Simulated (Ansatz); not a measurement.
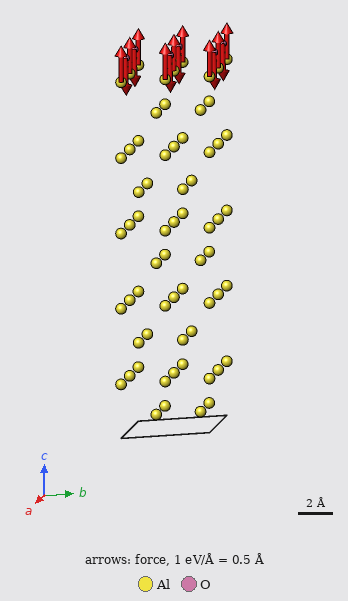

Starting geometry of a slab of composition Al₁₀O (cut from the P6_3/mmc phase) with the computed forces as red arrows. Style: ball-and-stick. Shown: the 2 × 2 repeat of the cell, outlined in the plane, without the vacuum, slightly off an axis.

Case: O put at a bridge Al-Al site. The slab is the (0 0 1) face of Al with O on it. 5 atoms are held fixed.

All numbers below come from Ansatz 0.2.0, DFT PBEsol, scalar-relativistic, plane waves, PAW.

Input file:
```yaml
crystal:
  lattice:
    - [2.8362844919, 0.0, 0.0]
    - [-1.4181422459, 2.4562944223, 0.0]
    - [0.0, 0.0, 39.9748362738]
  atoms:
    - { symbol: Al, position: [0.3333333333, 0.6666666667, 0.2126337664] }
    - { symbol: Al, position: [0.0, 0.0, 0.2709338767] }
    - { symbol: Al, position: [0.6666666667, 0.3333333333, 0.329233987] }
    - { symbol: Al, position: [0.0, 0.0, 0.3875340974] }
    - { symbol: Al, position: [0.3333333333, 0.6666666667, 0.4458342076] }
    - { symbol: Al, position: [0.0, 0.0, 0.5035201778] }
    - { symbol: Al, position: [0.6666666667, 0.3333333333, 0.5614996803] }
    - { symbol: Al, position: [0.0, 0.0, 0.6197912003] }
    - { symbol: Al, position: [0.3333333333, 0.6666666667, 0.6776229419] }
    - { symbol: Al, position: [0.0, 0.0, 0.7366719068] }
    - { symbol: O, position: [0.5, 1.0, 0.7671911062] }
basis:
  ecutwfc: 420
kpoints:
  mp_grid: { grid: [12, 12, 1] }
hamiltonian:
  xc: pbesol
scf:
  occupations: { method: gaussian, width: 0.1 }
output:
  forces: true
  eigenvalues: true
  write_density: true
  write_potential: true
  elf: true
  volumetric_format: npy
relax:
  adjacent_minimum: "off"
  f_tol: 0.03
  max_steps: 70
  constraints: [{ sites: [0, 1, 2, 3, 4] }]
efield:
  axis: 3
  dipole_correction: true
  ramp_width: 0.04
```

Launched with:
```bash
ansatz run input.yaml --threads 1 --pin off --max-ram 2560MiB --backend cpu --events-out ev --progress --plain --runs-dir out
```

Q: What follows when this structure is relaxed?

A: It isn't relaxed: the largest force vector, on O11, is 4.67 eV/Å. The final displacements follow the starting forces only in part (cosine between the two patterns 0.40). The energy falls by 1.960 eV per cell of the calculation in 6 geometry steps. Largest force component: 4.7 eV/Å at the start, 0.027 eV/Å at the end. The largest move is that of O11, 0.89 Å at 53° to the normal (−c side). By element the largest moves are O 0.89 Å, Al 0.12 Å. The lattice vectors keep their values. Near-neighbour distances that change, for instance: Al10–O11 2.743 → 1.791 Å, Al10–O11 (another image) 1.871 → 1.793 Å. New bonds form: Al10–O11 (2.74 → 1.79 Å). Bond angles that change, for instance: Al10–O11–Al10 98.6° → 104.6°, O11–Al10–O11 98.6° → 104.6°. The run took 10 min on 1 thread of Arm Neoverse N1 (shared host), peak memory 0.6 GiB.

Limits of the set-up: the periodic images lie only 2.8 Å apart, so the values are limited by the cell's size.
